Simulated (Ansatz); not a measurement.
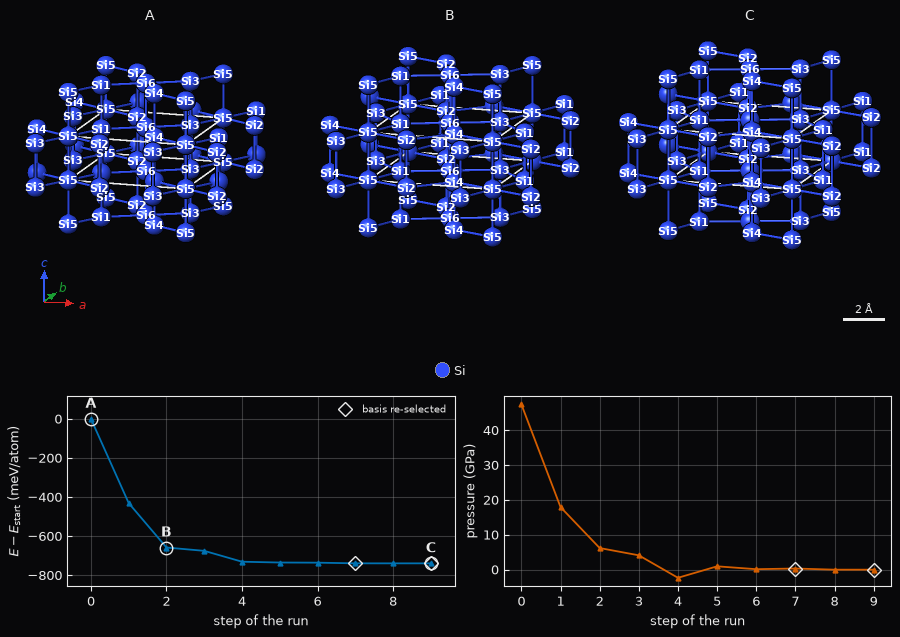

Frames of a relaxation of a crystal of Si (a generated structure, set up in P4/mbm) (coarse preliminary run), marked on the history of the run. A ball-and-stick model of the cell of the calculation, seen slightly off an axis.

Theory: DFT PBE, scalar-relativistic, plane waves, PAW (Ansatz 0.2.0). Settings: plane-wave cutoff 420 eV; k-point mesh 4 × 4 × 8; occupations gaussian; smearing width 0.1 eV; no spin polarisation; cell and atoms relaxed; force threshold 0.04 eV/Å; at most 70 steps.

What happens along the run?

The largest moves relative to the cell, 0.38 Å, are those of Si1, Si2, Si3 and Si4. Si4 goes along [−1 −1 0]. The volume changes by +27.6 %, with a = b 6.038 → 6.357 Å (+5.3 %), c 2.214 → 2.548 Å (+15.1 %). Near-neighbour distances that change, for instance: Si1–Si3 3.019 → 2.413 Å, Si1–Si1 2.214 → 2.548 Å, Si1–Si5 2.224 → 2.477 Å. Bond angles that change, for instance: Si5–Si2–Si6 147.4° → 130.3°. The space group stays P4/mbm (No. 127). After 7 accepted moves (9 points after the start) the energy has fallen by 739 meV per atom. The largest force component goes from 1.1 to 0.0062 eV/Å. The pressure goes from 47.41 to −0.02 GPa. The SCF was repeated twice at an unchanged geometry on a basis and grid sized afresh for the cell, which shifted the energy by 3.4 meV per atom at most. Cost: 19 s on 1 thread of Intel(R) Xeon(R) 6975P-C (Granite Rapids) (shared host), peak memory 0.39 GiB. From step 0 to 2: Si atoms move most (0.28 Å), volume +21.4 %, energy −658 meV per atom. From step 2 to 9: Si atoms move most (0.10 Å), volume +5.1 %, energy −80.9 meV per atom.
